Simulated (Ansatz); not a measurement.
TiSi2

Input

```
crystal:
  lattice:
    - [1.7738039278, -7.1871634492, 0.0]
    - [1.7738039278, 7.1871634492, 0.0]
    - [0.0, 0.0, 3.5792221395]
  atoms:
    - { symbol: Ti, position: [0.8968189481, 0.1031810519, 0.75] }
    - { symbol: Ti, position: [0.1031810519, 0.8968189481, 0.25] }
    - { symbol: Si, position: [0.5591475244, 0.4408524756, 0.75] }
    - { symbol: Si, position: [0.4408524756, 0.5591475244, 0.25] }
    - { symbol: Si, position: [0.2498281362, 0.7501718638, 0.75] }
    - { symbol: Si, position: [0.7501718638, 0.2498281362, 0.25] }
basis:
  ecutwfc: 420
kpoints:
  mp_grid: { grid: [14, 14, 14] }
hamiltonian:
  xc: pbe
scf:
  occupations: { method: gaussian, width: 0.15 }
output:
  forces: true
  stress: true
  eigenvalues: true
  write_density: true
  write_potential: true
  elf: true
  volumetric_format: npy
```

Launched as:

```sh
ansatz run input.yaml --threads 1 --pin off --max-ram 2560MiB --backend cpu --events-out ev --progress --plain --runs-dir out
```

Below, planes, directions and counts refer to the conventional cell (a = 3.55 Å, b = 14.37 Å, c = 3.58 Å, α = 90.00°, β = 90.00°, γ = 90.00°).

Space group Cmcm; a structure from a database of computed crystals, not necessarily the ambient phase; changed on purpose from its base cell (strain +0.0600 x Voigt [0, 1, 0, 0, 0, 0], atoms carried along); not relaxed (largest force 0.5 eV/Å); computed pressure about −6 GPa in this cell; computed without spin polarisation.

Method: DFT PBE, scalar-relativistic, plane waves, PAW in Ansatz.

Core electrons are frozen (PAW), and the valence fields are smoothed inside the atomic spheres.

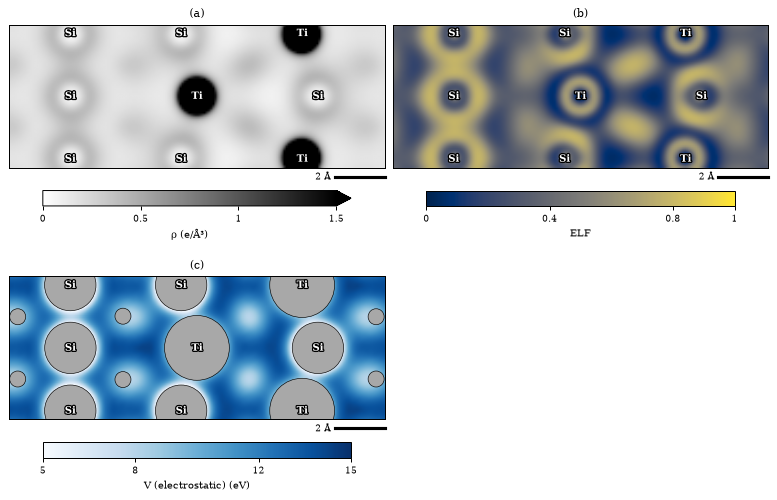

Figure 1. (a) valence pseudo-density; (b) electron localisation function; (c) electrostatic potential (local pseudopotential plus Hartree) felt by an electron on the (101) plane of the conventional cell. Grey discs cover the atomic cores in the potential map.

Q: What do the fields say about this system?

A:
- The plane passes through Ti and Si nuclei.
- Ti–Si (2.60 Å): the density is about 0.31 e/Å³ at the midpoint; the ELF peaks at about 0.80 in the valence shell of Si, 0.9 Å from its nucleus, and is about 0.45 at the midpoint.
- Si–Si (2.52 Å): ρ is about 0.39 e/Å³ halfway; the ELF peaks at about 0.80 between the atoms.
- Between the atoms the lowest density in this plane is 0.08 e/Å³.
- The features right at Ti lie inside the PAW spheres, where the map follows smoothed inner orbitals and isn't to be read closely.
- Outside the cores the potential energy rises away from the atoms and is highest about 1.8 Å from the nearest atoms; its zero is arbitrary.

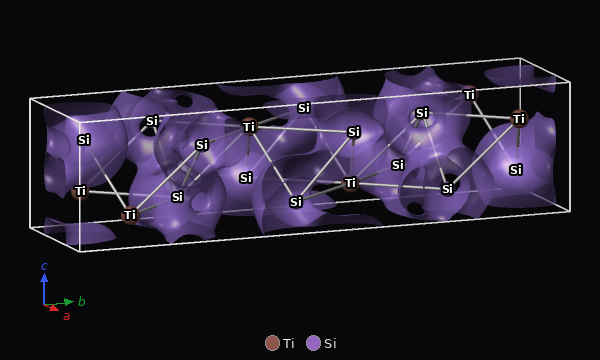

Figure 2. Isosurface of the ELF at 0.6 (purple), seen slightly off an axis. Core shells and regions of very low density are left out. Sticks mark near contacts.

Q: Identify the bonds, lone pairs and shells in this picture.

A: At this value the surface marks out channels that run through the cell in one direction and sheets that run through the cell in two directions, counted in one cell of 12 atoms. Regions shared between cells count once.


Si–Si (2.47 Å): the ELF peaks at about 0.70 between the atoms.

Q: Does the calculation give a band gap?

A: It is metallic or semimetallic at this level of theory: no gap opens.
